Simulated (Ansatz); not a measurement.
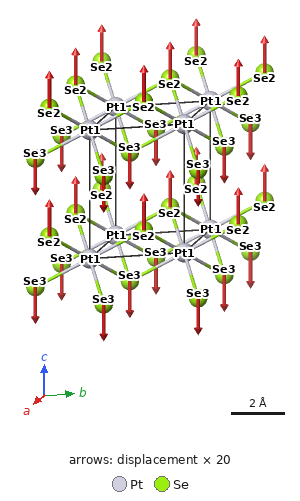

This is a relaxation of crystalline PtSe₂ (built on the measured structure type). The starting structure is drawn; red arrows show the displacements (the part carried along by the change of the cell is left out), magnified 20 times.

Style: ball-and-stick. Shown: the cell of the calculation, slightly off an axis.

These are results of Ansatz 0.2.0, DFT, PBE-D3(BJ), plane waves, PAW, not measurements.

Input
```yaml
crystal:
  lattice:
    - [3.724, 0.0, 0.0]
    - [-1.862, 3.2250786037, 0.0]
    - [0.0, 0.0, 5.062]
  atoms:
    - { symbol: Pt, position: [0.0, 0.0, 0.0] }
    - { symbol: Se, position: [0.3333333333, 0.6666666667, 0.25] }
    - { symbol: Se, position: [0.6666666667, 0.3333333333, 0.75] }
kpoints:
  mp_grid: { grid: [12, 12, 4] }
hamiltonian:
  xc: pbe
  dispersion: d3bj
scf:
  occupations: { method: fermi_dirac, width: 0.02 }
relax:
  f_tol: 0.005
  cell: {}
output:
  write_density: true
  write_potential: true
  elf: true
  volumetric_format: npy
```

Command:
```bash
ansatz run input.yaml --threads 2 --pin off --max-ram 2211MiB --backend cpu --events-out ev --progress --plain --runs-dir out
```

> Which element moves most?

Selenium: up to 0.073 Å, against 0.000 Å for platinum.

> What happened in the run?

The largest moves relative to the cell, 0.073 Å, are those of Se2 and Se3. Se3 goes along −c. Pt stays in place. Cell: a = b 3.724 → 3.771 Å (+1.3 %), c 5.062 → 4.825 Å (−4.7 %). Volume −2.2 %. Among the contacts that change: Pt1–Se2 2.495 → 2.526 Å. The space group stays P-3m1 (No. 164). After 4 accepted moves (5 points after the start) the energy has fallen by 15.8 meV per atom. Largest force component: 0.58 eV/Å at the start, 0.00051 eV/Å at the end. The pressure goes from 3.48 to 0.03 GPa. At 1 point the geometry stayed and the basis and grid were re-selected for the new cell (energy shift of 0.1 meV per atom at most each time). The run took roughly 26 core-seconds on a shared host.
